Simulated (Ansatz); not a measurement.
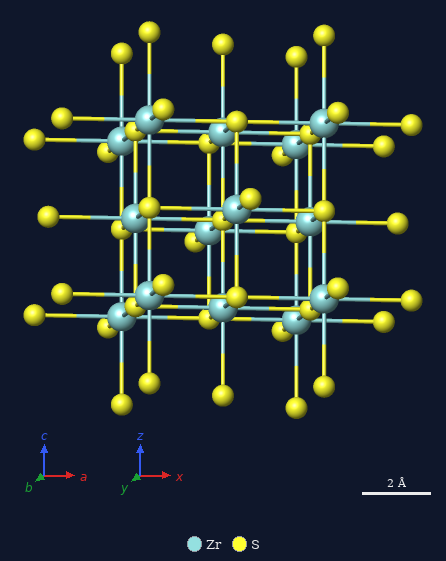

A scan of crystalline ZrS (Fm-3m): the ratio of the cell's length along z to its lengths across, counted as 1 for the reference, is changed at fixed volume (a tetragonal or Bain path), with the atoms kept at their fractional coordinates. x, y and z are the Cartesian axes of the input. The picture shows the reference cell. The picture is a ball-and-stick view of the conventional cell (4 times the calculation's cell), seen along the b axis, with a slight tilt. Lengths and directions refer to the drawn axes.

These are results of Ansatz, DFT r2SCAN, scalar-relativistic, plane waves, PAW, not measurements. Set-up: plane-wave cutoff 500 eV; k-point mesh 18 × 18 × 18; occupations gaussian; smearing width 0.15 eV; no spin polarisation. Energies (free energies at the smearing named) are counted from the cell as listed in its source, which wasn't relaxed.

Input file:
```yaml
crystal:
  lattice:
    - [0.0, 2.625, 2.625]
    - [2.625, 0.0, 2.625]
    - [2.625, 2.625, 0.0]
  atoms:
    - { symbol: Zr, position: [0.0, 0.0, 0.0] }
    - { symbol: S, position: [0.5, 0.5, 0.5] }
basis:
  ecutwfc: 500
kpoints:
  mp_grid: { grid: [18, 18, 18] }
hamiltonian:
  xc: r2scan
scf:
  occupations: { method: gaussian, width: 0.15 }
output:
  forces: true
  stress: true
  eigenvalues: true
  write_density: true
  write_potential: true
  elf: true
  volumetric_format: npy
```

Command:
```bash
ansatz run input.yaml --threads 1 --pin off --max-ram 2560MiB --backend cpu --events-out ev --progress --plain --runs-dir out
```

Predict the energy profile (the relative ratio: 0.707, 0.850, 1.000, 1.200, 1.414).

Answer.
| axial ratio over its reference value | energy change (meV/atom) |
| --- | --- |
| 0.707 | 1962 |
| 0.850 | 326 |
| 1.000 | 0 |
| 1.200 | 260 |
| 1.414 | 862 |

Of the computed points the lowest is at the relative ratio 1.00, 0 meV/atom. At the ends of the scan the energy is 1962 meV/atom (0.707) and 862 meV/atom (1.414). The unrelaxed reference is under a pressure of −2.0 GPa. The distortion takes the space group from Fm-3m to I4/mmm. At the relative ratio 1.414 the cell of the drawing goes a 5.250 → 4.677 Å, b 5.250 → 4.677 Å, c 5.250 → 6.614 Å.
